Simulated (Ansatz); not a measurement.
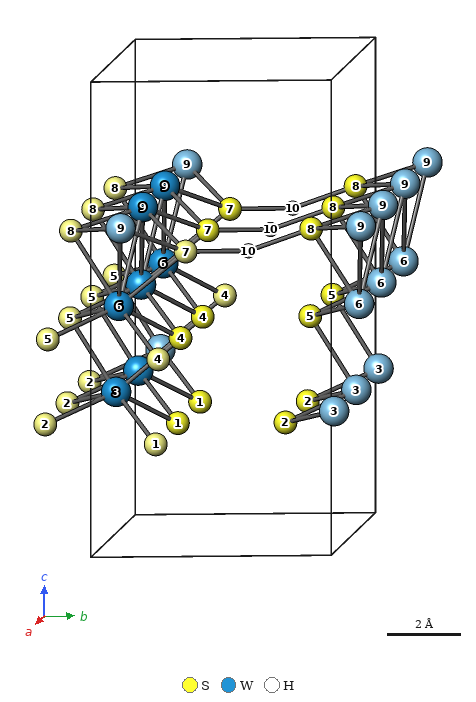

Fig. 1: The structure as given in the input (ball-and-stick view of the 2 × 1 repeat of the cell, with the vacuum cut short, seen slightly off an axis; neighbours outside the cell are drawn fainter; atoms are numbered from 1 in the order of the input). An atom can appear more than once, as a periodic image.

**Geometry relaxation of W3HS6 (part 1 of 3)**

The run: geometry relaxation of W3HS6 (slab, 10 atoms in the cell). Method and program: DFT PBEsol, scalar-relativistic, plane waves, PAW, spin-polarised (Ansatz 0.2.0).

The structure derives from an entry of the Crystallography Open Database. The input holds or restrains some coordinates. Forces given for the steps count only the free coordinates. It belongs to a series of runs on one base structure; here: H put at a bridge S-S site. Figures and captions count atoms from 1; the log counts them from 0 in places.

### The input
```yaml
crystal:
  lattice:
    - [3.1476068045, 0.0, 0.0]
    - [-1.5738034023, 6.4349390115, 0.0]
    - [0.0, 0.0, 25.5179716437]
  atoms:
    - { symbol: S, position: [0.14145359, 0.28290718, 0.3330985753] }
    - { symbol: S, position: [0.9004252594, 0.8008505187, 0.3504372185] }
    - { symbol: W, position: [0.5308948236, 0.0617896473, 0.3770198047] }
    - { symbol: S, position: [0.6713612265, 0.342722453, 0.4388513177] }
    - { symbol: S, position: [0.4303328959, 0.8606657918, 0.4561899608] }
    - { symbol: W, position: [0.0610648095, 0.1222307704, 0.4839122995] }
    - { symbol: S, position: [0.2066757929, 0.4135705099, 0.5463711075] }
    - { symbol: S, position: [0.9564383814, 0.9131055188, 0.5646020387] }
    - { symbol: W, position: [0.5890163075, 0.1782317724, 0.5813716533] }
    - { symbol: H, position: [1.0815570871, 0.6633380143, 0.5437511083], spin: 1.0 }
basis:
  ecutwfc: 420
kpoints:
  mp_grid: { grid: [9, 4, 1] }
hamiltonian:
  xc: pbesol
scf:
  occupations: { method: gaussian, width: 0.05 }
output:
  forces: true
  eigenvalues: true
  populations: true
  write_density: true
  write_potential: true
  elf: true
  volumetric_format: npy
magnetization:
  spin_polarized: true
relax:
  adjacent_minimum: "off"
  f_tol: 0.03
  max_steps: 70
  constraints: [{ sites: [0, 1, 2, 3, 4] }]
efield:
  axis: 3
  dipole_correction: true
  ramp_width: 0.04
```

Machine: 2 threads of Intel Xeon (Granite Rapids), 192 GiB of memory available, shared host.

Run as:
```bash
ansatz run input.yaml --threads 2 --pin off --max-ram 5120MiB --backend cpu --events-out ev --progress --plain --runs-dir out
```

### Log
```
Engine: ansatz 0.2.0, x86_64-unknown-linux-gnu
Pseudopotentials: kind: paw
Pseudopotential: S, paw, valence charge 6, recommended cutoff 420 eV (normal), S.paw.azcp
Pseudopotential: W, paw, valence charge 14, recommended cutoff 420 eV (normal), W.paw.azcp
Pseudopotential: H, paw, valence charge 1, recommended cutoff 420 eV (normal), H.paw.azcp
Functional definition: PBEsol
  exchange = pbesol_x
  correlation = pbesol_c
Crystal: 10 atoms, lattice volume = 516.858 Å³
Basis set: ecut = 420 eV, 10069 PW (Γ), exchange–correlation on 48×90×360 points (8 copies of the dense FFT grid, shifted against one another)
Bands: 50, of which v1, the nominal top of the filled ones, is band 40 counted from 1 (39 counted from 0)
Symmetry: 1 space group operations
k-points: 19 of 36 (time reversal used)
Non-local potential: S, projectors of the file, l = 0: 2, l = 1: 2, l = 2: 2
Non-local potential: W, projectors of the file, l = 0: 3, l = 1: 2, l = 2: 2, l = 3: 1
Non-local potential: H, projectors of the file, l = 0: 2, l = 1: 1
PAW form: soft (Blöchl's): semilocal exchange-correlation on the pseudo side does not see the compensation charge
PAW frozen core: S, regenerated for the run's functional, and the local potential with it (the file was generated under x = pbe(κ = 0.804, μ = 0.2195149727645171), c = pbe(β = 0.06672455060314922))
PAW frozen core: W, regenerated for the run's functional, and the local potential with it (the file was generated under x = pbe(κ = 0.804, μ = 0.2195149727645171), c = pbe(β = 0.06672455060314922))
PAW one-centre angular grid: S, 110 points (default); XC on 64 Gauss nodes
PAW one-centre angular grid: W, 590 points (default); XC on 64 Gauss nodes
PAW one-centre angular grid: H, 110 points (default); XC on 64 Gauss nodes
Initial density: superposition of atomic densities (neutral atoms: chi_scale 0, normalization atom)
Starting moments: Σ|m| = 1 μB on 1 of 10 sites
Initial wavefunctions: pseudopotential atomic-orbital guess
Functional: x = pbesol(κ = 0.804, μ = 0.12345679012345678), c = pbesol(β = 0.046)
SCF iter   1: F=—  HF=-36098.264400 eV  |F-HF|=—  |Δ(HF+E_count)|=         —  Δρ=1.55e-2 (↑1.55e-2 ↓1.53e-2)  dr2=1.84e1  dr2_m=1.53e-1  M=0.501 μB ∫|m|=0.598 μB  β_m=0.30  ethr=3.10e-3  p=-0.000 e·Å  D=-3.61e-7 V/Å  ΔV_dip=0.00 eV  dr2_dipole=5.48e0  V_vac-E_F(+/−)=5.81/5.81 eV  ⟨swp⟩=9.1  Hψ=9203  notcnv=0  defer=5
efield: sawtooth ramp at fractional position 0.9372 (placed from the atoms, in the widest stretch of the axis that holds none; the zero of the levels goes with the place), width 0.0400; the density the first Hamiltonian is built on has a dipole p = -0.000 e·Å; the dipole correction subtracts the counter field D = -3.61e-7 V/Å, which shifts the + side's vacuum level by +0.00 eV against the − side's; the planar-averaged density in the ramp window peaks in size at 4.6e-7 e/Å³
preconditioner: auto → LDOS  [metal: Δε(μ)=0.029 eV  Ē_g=8.314 eV  σ=0.050 eV  W_gap=0.30  n_scr=52 (ndim 8)  ℏωp=12.1 eV  f_vac=0.616  D(μ)=6.13/eV (n_scr^D=28)]
spin=Collinear: LDOS preconditioning applied to the charge; magnetization (m = ρ↑ − ρ↓) channel mixes plain (no charge-response kernel on spin).
SCF iter   2: F=—  HF=-36096.865227 eV  |F-HF|=—  |Δ(HF+E_count)|=    1.40e0  Δρ=1.03e-2 (↑1.01e-2 ↓1.03e-2)  dr2=7.66e0  dr2_m=1.05e-1  M=0.401 μB ∫|m|=0.529 μB  β_m=0.30  ethr=3.10e-3  p=0.049 e·Å  D=1.72e-2 V/Å  ΔV_dip=-0.44 eV  dr2_dipole=2.45e0  V_vac-E_F(+/−)=5.41/5.85 eV  ⟨swp⟩=2.5  Hψ=3333  notcnv=0  defer=121  κ⁻¹=1.0e0(r=1)
SCF iter   3: F=—  HF=-36096.323799 eV  |F-HF|=—  |Δ(HF+E_count)|=   5.41e-1  Δρ=6.08e-3 (↑5.82e-3 ↓6.08e-3)  dr2=1.19e0  dr2_m=7.40e-2  M=0.355 μB ∫|m|=0.463 μB  β_m=0.30  ethr=3.10e-3  p=0.142 e·Å  D=4.98e-2 V/Å  ΔV_dip=-1.27 eV  dr2_dipole=1.55e-1  V_vac-E_F(+/−)=4.80/6.07 eV  ⟨swp⟩=3.1  Hψ=3159  notcnv=0  defer=121  κ⁻¹=1.2e-2(r=2)
SCF iter   4: F=—  HF=-36096.306843 eV  |F-HF|=—  |Δ(HF+E_count)|=   1.70e-2  Δρ=4.05e-3 (↑3.86e-3 ↓4.05e-3)  dr2=4.49e-1  dr2_m=5.05e-2  M=0.319 μB ∫|m|=0.408 μB  β_m=0.30  ethr=1.50e-3  p=0.174 e·Å  D=6.11e-2 V/Å  ΔV_dip=-1.56 eV  dr2_dipole=6.27e-2  V_vac-E_F(+/−)=4.63/6.19 eV  ⟨swp⟩=2.3  Hψ=2515  notcnv=0  defer=98  κ⁻¹=9.9e-3(r=3)
SCF iter   5: F=—  HF=-36096.349521 eV  |F-HF|=—  |Δ(HF+E_count)|=   4.27e-2  Δρ=3.20e-3 (↑2.95e-3 ↓3.20e-3)  dr2=4.37e-1  dr2_m=3.42e-2  M=0.300 μB ∫|m|=0.384 μB  β_m=0.30  ethr=5.69e-4  p=0.166 e·Å  D=5.83e-2 V/Å  ΔV_dip=-1.49 eV  dr2_dipole=1.55e-1  V_vac-E_F(+/−)=4.72/6.21 eV  ⟨swp⟩=1.8  Hψ=1921  notcnv=0  defer=101  κ⁻¹=8.0e-3(r=4)
SCF iter   6: F=—  HF=-36096.380745 eV  |F-HF|=—  |Δ(HF+E_count)|=   3.12e-2  Δρ=3.24e-3 (↑3.21e-3 ↓3.24e-3)  dr2=9.90e-1  dr2_m=2.37e-2  M=0.299 μB ∫|m|=0.371 μB  β_m=0.30  ethr=5.54e-4  p=0.202 e·Å  D=7.09e-2 V/Å  ΔV_dip=-1.81 eV  dr2_dipole=3.04e-1  V_vac-E_F(+/−)=4.47/6.27 eV  ⟨swp⟩=2.1  Hψ=2027  notcnv=0  defer=101  κ⁻¹=7.7e-4(r=5)
SCF iter   7: F=—  HF=-36096.384958 eV  |F-HF|=—  |Δ(HF+E_count)|=   4.21e-3  Δρ=2.05e-3 (↑1.90e-3 ↓2.05e-3)  dr2=5.24e-2  dr2_m=1.62e-2  M=0.278 μB ∫|m|=0.352 μB  β_m=0.30  ethr=5.54e-4  p=0.206 e·Å  D=7.21e-2 V/Å  ΔV_dip=-1.84 eV  dr2_dipole=1.45e-2  V_vac-E_F(+/−)=4.44/6.28 eV  ⟨swp⟩=1.3  Hψ=2197  notcnv=0  defer=93  κ⁻¹=3.7e-5(r=6)
SCF iter   8: F=—  HF=-36096.395427 eV  |F-HF|=—  |Δ(HF+E_count)|=   1.05e-2  Δρ=1.63e-3 (↑1.50e-3 ↓1.63e-3)  dr2=5.47e-3  dr2_m=1.11e-2  M=0.269 μB ∫|m|=0.341 μB  β_m=1.20  ethr=6.64e-5  p=0.205 e·Å  D=7.16e-2 V/Å  ΔV_dip=-1.83 eV  dr2_dipole=8.87e-4  V_vac-E_F(+/−)=4.44/6.27 eV  ⟨swp⟩=2.0  Hψ=2785  notcnv=0  defer=94
Mixer restart at iter 8: flushing history
spin-set hold released at iteration 8 (site moments contracting): the magnetisation degrees of freedom join the quasi-Newton model from the next iteration; the mixer history was flushed
SCF iter   9: F=—  HF=-36096.419166 eV  |F-HF|=—  |Δ(HF+E_count)|=   2.37e-2  Δρ=6.43e-4 (↑5.84e-4 ↓6.43e-4)  dr2=3.33e-3  dr2_m=1.42e-3  M=0.258 μB ∫|m|=0.334 μB  β_m=0.38  ethr=6.92e-6  p=0.206 e·Å  D=7.20e-2 V/Å  ΔV_dip=-1.84 eV  dr2_dipole=8.68e-5  V_vac-E_F(+/−)=4.43/6.27 eV  ⟨swp⟩=3.0  Hψ=3719  notcnv=0  defer=94
density mixer auto → msr1: a metal under ldos (density of states about μ 1.10 of a free-electron gas's, 52 screened modes)
SCF iter  10: F=—  HF=-36096.423026 eV  |F-HF|=—  |Δ(HF+E_count)|=   3.86e-3  Δρ=4.41e-4 (↑4.41e-4 ↓3.61e-4)  dr2=2.67e-3  dr2_m=5.22e-4  M=0.274 μB ∫|m|=0.362 μB  β_m=0.69  ethr=4.21e-6  p=0.207 e·Å  D=7.25e-2 V/Å  ΔV_dip=-1.85 eV  dr2_dipole=1.74e-5  V_vac-E_F(+/−)=4.42/6.27 eV  ⟨swp⟩=2.3  Hψ=2963  notcnv=0  defer=97
SCF iter  11: F=—  HF=-36096.426122 eV  |F-HF|=—  |Δ(HF+E_count)|=   3.10e-3  Δρ=5.01e-4 (↑5.01e-4 ↓4.02e-4)  dr2=1.09e-3  dr2_m=8.71e-4  M=0.370 μB ∫|m|=0.483 μB  β_m=0.84  ethr=3.39e-6  p=0.210 e·Å  D=7.36e-2 V/Å  ΔV_dip=-1.88 eV  dr2_dipole=1.05e-8  V_vac-E_F(+/−)=4.39/6.27 eV  ⟨swp⟩=2.0  Hψ=2941  notcnv=0  defer=97
SCF iter  12: F=—  HF=-36096.429851 eV  |F-HF|=—  |Δ(HF+E_count)|=   3.73e-3  Δρ=7.06e-4 (↑7.06e-4 ↓5.74e-4)  dr2=7.04e-4  dr2_m=1.86e-3  M=0.509 μB ∫|m|=0.652 μB  β_m=0.44  ethr=1.37e-6  p=0.213 e·Å  D=7.46e-2 V/Å  ΔV_dip=-1.90 eV  dr2_dipole=4.29e-6  V_vac-E_F(+/−)=4.36/6.26 eV  ⟨swp⟩=2.5  Hψ=3269  notcnv=0  defer=98
SCF iter  13: F=-36096.440878 eV  HF=-36096.437703 eV  |F-HF|=3.17e-3  |Δ(HF+E_count)|=   7.85e-3  Δρ=9.85e-4 (↑9.85e-4 ↓7.68e-4)  dr2=1.55e-3  dr2_m=3.43e-3  M=0.714 μB ∫|m|=0.900 μB  β_m=0.45  ethr=8.91e-7  p=0.216 e·Å  D=7.57e-2 V/Å  ΔV_dip=-1.93 eV  dr2_dipole=1.19e-6  V_vac-E_F(+/−)=4.33/6.26 eV  ⟨swp⟩=3.0  Hψ=3621  notcnv=0  defer=98
SCF iter  14: F=-36096.453403 eV  HF=-36096.450934 eV  |F-HF|=2.47e-3  |Δ(HF+E_count)|=   1.32e-2  Δρ=1.01e-3 (↑1.01e-3 ↓8.01e-4)  dr2=2.67e-3  dr2_m=3.39e-3  M=0.973 μB ∫|m|=1.231 μB  β_m=0.98  ethr=8.91e-7  p=0.221 e·Å  D=7.74e-2 V/Å  ΔV_dip=-1.97 eV  dr2_dipole=1.85e-4  V_vac-E_F(+/−)=4.27/6.25 eV  ⟨swp⟩=3.3  Hψ=4425  notcnv=0  defer=98
SCF iter  15: F=-36096.451770 eV  HF=-36096.449685 eV  |F-HF|=2.08e-3  |Δ(HF+E_count)|=   1.25e-3  Δρ=9.98e-4 (↑9.98e-4 ↓7.45e-4)  dr2=2.81e-3  dr2_m=3.39e-3  M=0.951 μB ∫|m|=1.211 μB  β_m=0.99  ethr=8.91e-7  p=0.224 e·Å  D=7.83e-2 V/Å  ΔV_dip=-2.00 eV  dr2_dipole=1.19e-5  V_vac-E_F(+/−)=4.25/6.25 eV  ⟨swp⟩=2.2  Hψ=3448  notcnv=0  defer=98
SCF iter  16: F=-36096.458838 eV  HF=-36096.456606 eV  |F-HF|=2.23e-3  |Δ(HF+E_count)|=   6.92e-3  Δρ=9.76e-4 (↑9.76e-4 ↓7.10e-4)  dr2=2.12e-3  dr2_m=3.25e-3  M=1.105 μB ∫|m|=1.415 μB  β_m=0.20  ethr=8.91e-7  p=0.231 e·Å  D=8.09e-2 V/Å  ΔV_dip=-2.06 eV  dr2_dipole=1.35e-4  V_vac-E_F(+/−)=4.18/6.24 eV  ⟨swp⟩=2.9  Hψ=3458  notcnv=0  defer=98
SCF iter  17: F=-36096.461180 eV  HF=-36096.461780 eV  |F-HF|=6.00e-4  |Δ(HF+E_count)|=   5.17e-3  Δρ=9.01e-4 (↑9.01e-4 ↓5.80e-4)  dr2=3.58e-3  dr2_m=2.44e-3  M=1.212 μB ∫|m|=1.560 μB  β_m=0.77  ethr=8.91e-7  p=0.236 e·Å  D=8.27e-2 V/Å  ΔV_dip=-2.11 eV  dr2_dipole=8.07e-4  V_vac-E_F(+/−)=4.13/6.24 eV  ⟨swp⟩=2.7  Hψ=3333  notcnv=0  defer=108
SCF iter  18: F=-36096.329354 eV  HF=-36096.469618 eV  |F-HF|=1.40e-1  |Δ(HF+E_count)|=   7.84e-3  Δρ=1.57e-3 (↑1.57e-3 ↓8.72e-4)  dr2=1.10e-1  dr2_m=3.09e-3  M=1.442 μB ∫|m|=2.017 μB  β_m=0.77  ethr=8.91e-7  p=0.253 e·Å  D=8.85e-2 V/Å  ΔV_dip=-2.26 eV  dr2_dipole=4.40e-2  V_vac-E_F(+/−)=3.99/6.25 eV  ⟨swp⟩=3.9  Hψ=4874  notcnv=0  defer=120  recentre
SCF iter  19: F=-36096.431586 eV  HF=-36096.469618 eV  |F-HF|=3.80e-2  |Δ(HF+E_count)|=   2.54e-7  Δρ=9.67e-4 (↑9.67e-4 ↓2.82e-4)  dr2=3.05e-2  dr2_m=1.27e-3  M=1.384 μB ∫|m|=1.832 μB  β_m=0.77  ethr=8.91e-7  p=0.246 e·Å  D=8.60e-2 V/Å  ΔV_dip=-2.19 eV  dr2_dipole=1.20e-2  V_vac-E_F(+/−)=4.05/6.24 eV  ⟨swp⟩=3.1  Hψ=4217  notcnv=0  defer=129  recentre
SCF iter  20: F=-36096.451536 eV  HF=-36096.468792 eV  |F-HF|=1.73e-2  |Δ(HF+E_count)|=   8.26e-4  Δρ=7.01e-4 (↑7.01e-4 ↓2.79e-4)  dr2=1.43e-2  dr2_m=9.12e-4  M=1.356 μB ∫|m|=1.759 μB  β_m=0.22  ethr=8.91e-7  p=0.241 e·Å  D=8.43e-2 V/Å  ΔV_dip=-2.15 eV  dr2_dipole=5.19e-3  V_vac-E_F(+/−)=4.09/6.24 eV  ⟨swp⟩=2.0  Hψ=3295  notcnv=0  defer=124  recentre
SCF iter  21: F=-36096.463646 eV  HF=-36096.464022 eV  |F-HF|=3.75e-4  |Δ(HF+E_count)|=   4.77e-3  Δρ=7.42e-4 (↑7.42e-4 ↓5.05e-4)  dr2=2.52e-3  dr2_m=1.75e-3  M=1.247 μB ∫|m|=1.597 μB  β_m=0.58  ethr=8.91e-7  p=0.236 e·Å  D=8.25e-2 V/Å  ΔV_dip=-2.10 eV  dr2_dipole=5.08e-4  V_vac-E_F(+/−)=4.13/6.24 eV  ⟨swp⟩=2.9  Hψ=3421  notcnv=0  defer=124
SCF iter  22: F=-36096.463789 eV  HF=-36096.468537 eV  |F-HF|=4.75e-3  |Δ(HF+E_count)|=   4.52e-3  Δρ=4.71e-4 (↑4.71e-4 ↓2.58e-4)  dr2=4.30e-3  dr2_m=5.60e-4  M=1.335 μB ∫|m|=1.727 μB  β_m=0.91  ethr=8.91e-7  p=0.235 e·Å  D=8.21e-2 V/Å  ΔV_dip=-2.10 eV  dr2_dipole=1.34e-3  V_vac-E_F(+/−)=4.14/6.23 eV  ⟨swp⟩=2.8  Hψ=3485  notcnv=0  defer=124
SCF iter  23: F=-36096.467248 eV  HF=-36096.469563 eV  |F-HF|=2.31e-3  |Δ(HF+E_count)|=   1.03e-3  Δρ=1.73e-4 (↑1.73e-4 ↓1.55e-4)  dr2=1.92e-3  dr2_m=6.62e-5  M=1.386 μB ∫|m|=1.819 μB  β_m=0.96  ethr=8.91e-7  p=0.230 e·Å  D=8.07e-2 V/Å  ΔV_dip=-2.06 eV  dr2_dipole=5.86e-4  V_vac-E_F(+/−)=4.17/6.23 eV  ⟨swp⟩=2.7  Hψ=3385  notcnv=0  defer=128
SCF iter  24: F=-36096.467680 eV  HF=-36096.469685 eV  |F-HF|=2.00e-3  |Δ(HF+E_count)|=   1.23e-4  Δρ=1.64e-4 (↑1.64e-4 ↓6.91e-5)  dr2=1.55e-3  dr2_m=3.32e-5  M=1.388 μB ∫|m|=1.808 μB  β_m=0.77  ethr=8.91e-7  p=0.228 e·Å  D=7.99e-2 V/Å  ΔV_dip=-2.04 eV  dr2_dipole=5.84e-4  V_vac-E_F(+/−)=4.18/6.22 eV  ⟨swp⟩=2.4  Hψ=3375  notcnv=0  defer=131
SCF iter  25: F=-36096.469001 eV  HF=-36096.469618 eV  |F-HF|=6.16e-4  |Δ(HF+E_count)|=   6.73e-5  Δρ=8.71e-5 (↑8.71e-5 ↓2.55e-5)  dr2=4.61e-4  dr2_m=9.57e-6  M=1.388 μB ∫|m|=1.809 μB  β_m=0.89  ethr=8.91e-7  p=0.229 e·Å  D=8.03e-2 V/Å  ΔV_dip=-2.05 eV  dr2_dipole=1.89e-4  V_vac-E_F(+/−)=4.17/6.22 eV  ⟨swp⟩=1.8  Hψ=2240  notcnv=0  defer=134
SCF iter  26: F=-36096.469550 eV  HF=-36096.469608 eV  |F-HF|=5.80e-5  |Δ(HF+E_count)|=   1.01e-5  Δρ=2.72e-5 (↑2.72e-5 ↓1.25e-5)  dr2=4.49e-5  dr2_m=8.64e-7  M=1.387 μB ∫|m|=1.810 μB  β_m=0.75  ethr=5.84e-7  p=0.230 e·Å  D=8.07e-2 V/Å  ΔV_dip=-2.06 eV  dr2_dipole=1.76e-5  V_vac-E_F(+/−)=4.16/6.22 eV  ⟨swp⟩=1.1  Hψ=1763  notcnv=0  defer=134
SCF iter  27: F=-36096.469604 eV  HF=-36096.469606 eV  |F-HF|=2.10e-6  |Δ(HF+E_count)|=   2.09e-6  Δρ=6.13e-6 (↑6.13e-6 ↓4.82e-6)  dr2=1.92e-6  dr2_m=4.46e-8  M=1.387 μB ∫|m|=1.811 μB  ethr=2.85e-8  p=0.231 e·Å  D=8.08e-2 V/Å  ΔV_dip=-2.06 eV  dr2_dipole=5.70e-7  V_vac-E_F(+/−)=4.16/6.22 eV  ⟨swp⟩=23.8  Hψ=20884  notcnv=0
at 3 of the mixer's solves, the last at iteration 17, it left a direction of its history that read negative out of its fit and stepped the other way along it
SCF 1 converged in 27 iterations: F = -36096.469604 eV  dr2 = 1.92e-6
  greatest PAW one-centre occupation: 1.000 electrons in one spin orbital (limit 2), on the W atom at site 2 (counted from 0), in its partial waves of l = 0
relax step   1: F+E_penalty+E_count = -36096.46960352 eV  Δ(F+E_penalty+E_count) = +0.000e0 eV  max|allowed force component| = 6.953e-1 eV/Å  Δτ_max = 0.0000 Å  (27 SCF iters, dr2 threshold 2.25e-5 eV, accepted)
Initial density: handed on by an earlier stage of this run
Starting moments: Σ|m| = 1 μB on 1 of 10 sites; this step starts from the density that it was given
Initial wavefunctions: those handed on with the density
iter 1 solved again at ethr=9.21e-5 eV; its pass at ethr=3.10e-3 eV (dr2=7.28e-2 eV) is discarded
```
